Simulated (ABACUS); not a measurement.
## A series of single points on GaP

System: GaP (R-3m, 4 atoms in the cell).
Method: Kohn-Sham DFT of a periodic cell, PBE, PseudoDojo NC SR 0.4.1 PBE standard, no spin polarisation (ABACUS 3.10.1).

The 7 runs differ only in the geometry, by an even scaling of the cell at fixed fractional positions. The structure derives from a Materials Project entry.

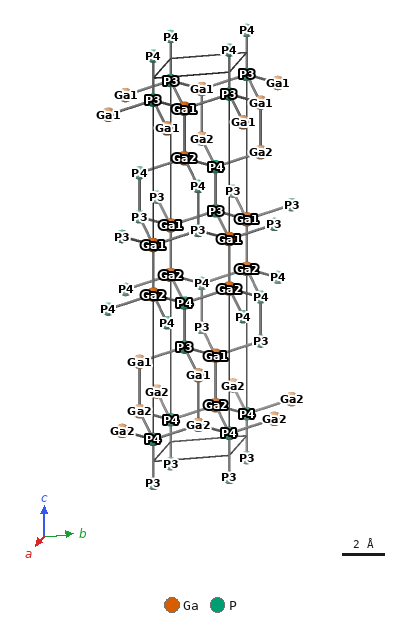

Figure 1. The structure of run 4 (ball-and-stick view of the cell 3 times as large as that of the calculation, set on its symmetry axes, seen slightly off an axis; neighbours outside the cell are drawn fainter; atoms are numbered from 1 in the order of the input).

**The input of run 4**
```
INPUT_PARAMETERS
suffix              GaP
calculation         scf
basis_type          pw
pseudo_dir          ./
symmetry            1
dft_functional      pbe
ecutwfc             81
pseudo_rcut         10
nspin               1
nbands              22
ks_solver           dav
smearing_method     fd
smearing_sigma      0.00367493
scf_thr             1e-08
scf_nmax            100
mixing_type         broyden
mixing_beta         0.7
cal_force           1
cal_stress          1
kpar                4
```

**File STRU of run 4**
```
ATOMIC_SPECIES
Ga 69.7230 Ga.upf
P 30.9738 P.upf

LATTICE_CONSTANT
1.8897261246

LATTICE_VECTORS
1.9430151755 1.1218003346 6.4308101003
-1.9430151755 1.1218003346 6.4308101003
0.0000000000 -2.2436006692 6.4308101003

ATOMIC_POSITIONS
Direct

Ga
0.0
2
0.5646280000 0.5646280000 0.5646280000 1 1 1
0.4353720000 0.4353720000 0.4353720000 1 1 1

P
0.0
2
0.9426110000 0.9426110000 0.9426110000 1 1 1
0.0573890000 0.0573890000 0.0573890000 1 1 1
```

**File KPT of run 4**
```
K_POINTS
0
Gamma
8 8 8 0 0 0
```

Command:
```bash
OMP_NUM_THREADS=1 mpirun -np 4 abacus > log
```

Lattice vectors (Å) and fractional positions of run 4:
```
   1.943015    1.121800    6.430810
  -1.943015    1.121800    6.430810
   0.000000   -2.243601    6.430810
Ga  0.564628  0.564628  0.564628
Ga  0.435372  0.435372  0.435372
P   0.942611  0.942611  0.942611
P   0.057389  0.057389  0.057389
```

Run 3 differs from it as follows:
```diff
-1.9430151755 1.1218003346 6.4308101003
--1.9430151755 1.1218003346 6.4308101003
-0.0000000000 -2.2436006692 6.4308101003
+1.9299744123 1.1142712464 6.3876490005
+-1.9299744123 1.1142712464 6.3876490005
+0.0000000000 -2.2285424929 6.3876490005
```

**Results, with one run withheld**

| run | volume per atom (Å³) | free energy per atom, from the lowest run given (meV) | pressure (GPa) | gap on the mesh (eV) |
| --- | --- | --- | --- | --- |
| 1 | 19.764 | 20.13 | 5.24 | 0.81 |
| 2 | 20.185 | 8.89 | 3.35 | 0.82 |
| 3 | 20.605 | ? | ? | ? |
| 4 | 21.026 | 0.00 | 0.14 | 0.82 |
| 5 | 21.446 | 1.42 | −1.22 | 0.81 |
| 6 | 21.867 | 6.21 | −2.43 | 0.79 |
| 7 | 22.287 | 14.01 | −3.51 | 0.78 |

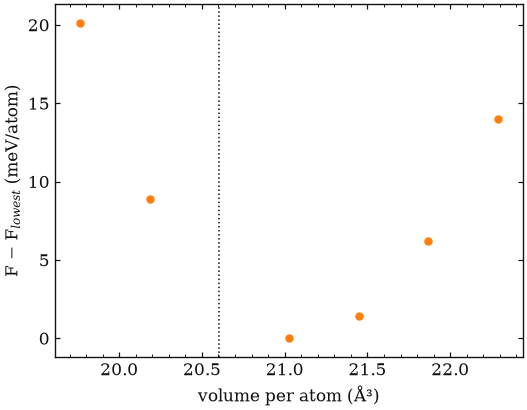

Figure 2. Free energy per atom of the runs given; the dotted line marks run 3.

Estimate the energy of run 3 from the others.

A cubic polynomial in V^(−2/3) (the Birch–Murnaghan form), fitted to the 6 runs given, misses them by under 0.01 meV per atom. With x = V^(−2/3) − 0.13111 Å⁻², it reads F = −0.016693 + 31.167 x + 6.106e+05 x² + 1.1258e+06 x³ (meV per atom). At run 3 it gives 2.35 meV per atom, and the run itself gives 2.34. The slope of the fit gives a pressure −dF/dV of 1.67 GPa there, and the run prints 1.65 GPa. The fit has its minimum at 21.070 Å³ per atom, where V d²F/dV² gives 70.9 GPa. Cell shape and fractional positions are held, so this is the stiffness under even scaling; the relaxed bulk modulus wasn't computed. The gap on the mesh lies between 0.78 eV (run 7) and 0.82 eV (run 3); run 3 has 0.82 eV. These are gaps of this functional on this mesh, which can miss the band edges; they aren't the measured gap.

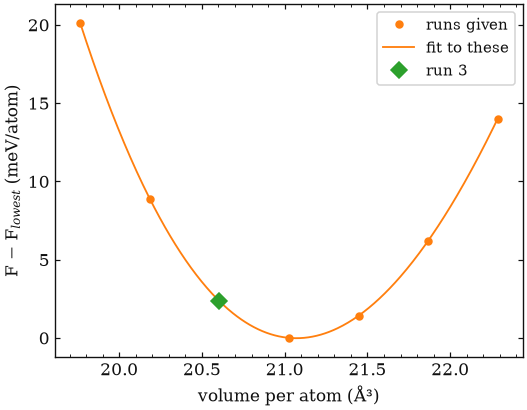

Figure 3. The fit and the withheld run.

**Some lines of the output (run 3)**
```
[...]
                             Volume (A^3) = 82.4203
 E_Fermi        0.5707325863         7.7652152078
 E_Fermi        0.5947834996         8.0924446714
 E_Fermi        0.5956254840         8.1039004560
 E_Fermi        0.5986473205         8.1450146506
 E_Fermi        0.5989564577         8.1492206784
 E_Fermi        0.5991370297         8.1516774865
 E_Fermi        0.5991524124         8.1518867792
 E_KS(sigma->0) -333.6770476351      -4539.9091396546
 E_Fermi        0.5991734660         8.1521732274
 final etot is -4539.9091416 eV
 EFERMI = 8.1521732274 eV
 TOTAL-PRESSURE: 16.545361 KBAR
 !FINAL_ETOT_IS -4539.9091415785360368 eV
```
